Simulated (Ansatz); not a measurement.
A structure file:

```
Ta N
1.0
     3.00050    0.00000    0.00000
    -1.50025    2.59851    0.00000
     0.00000    0.00000    7.44993
Ta N
3 1
Cartesian
  0.0000 0.0000 3.7250
  0.0000 1.7323 0.8358
  1.5003 0.8662 6.1642
  0.0000 0.0000 0.0000
```

Describe what this structure looks like.

Answer. The structure is one of Ta3N. The structure has P3m1 (No. 156) symmetry and a primitive hexagonal lattice. Counting shared atoms by their share gives 3 Ta, 1 N, or 4 atoms. Counting atoms within bonding range gives coordination numbers of Ta 9 to 15 (mean 12.0) and N 6. Not all metal-metal contacts are counted.

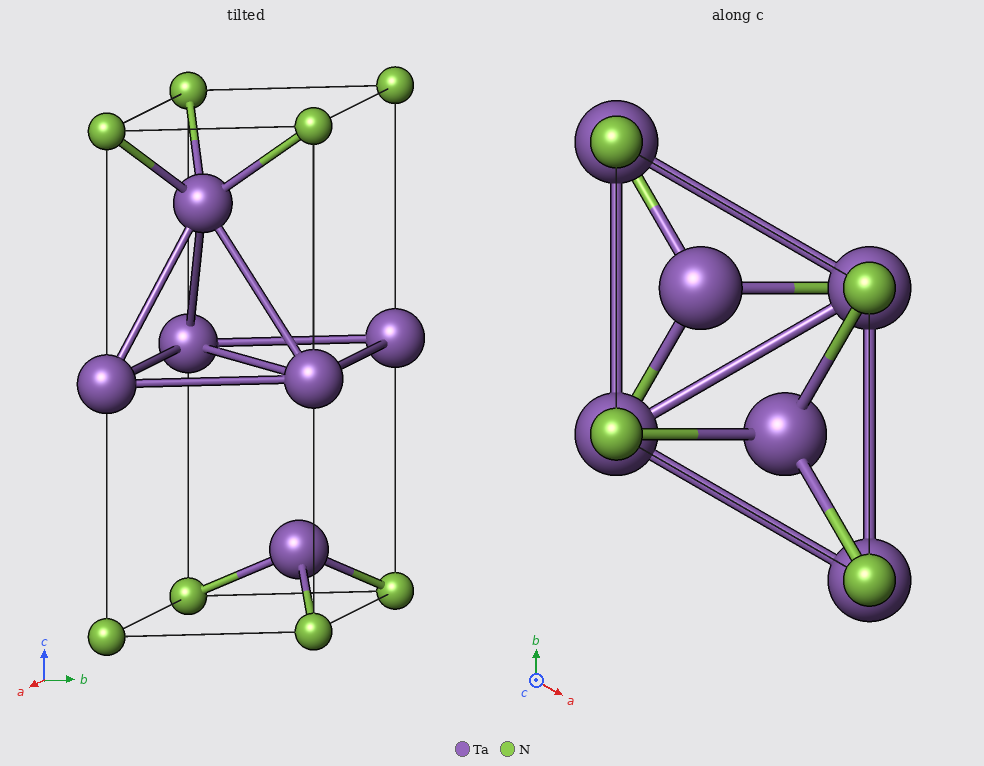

The image is a ball-and-stick drawing of a crystal, viewed slightly off an axis and along the c axis. The conventional unit cell is outlined; an atom on or near a face, edge or corner is repeated at each equivalent position. Colours: tantalum purple, nitrogen green.

The structure comes from a structure listed in the Materials Project. The cell was then strained or its atoms displaced on purpose. It went into a calculation with Ansatz.

At this level of theory the cell isn't at rest (compressed, at 25 GPa and forces up to 8.8 eV/Å), so its distances can differ from those at equilibrium, the more so the softer the solid.
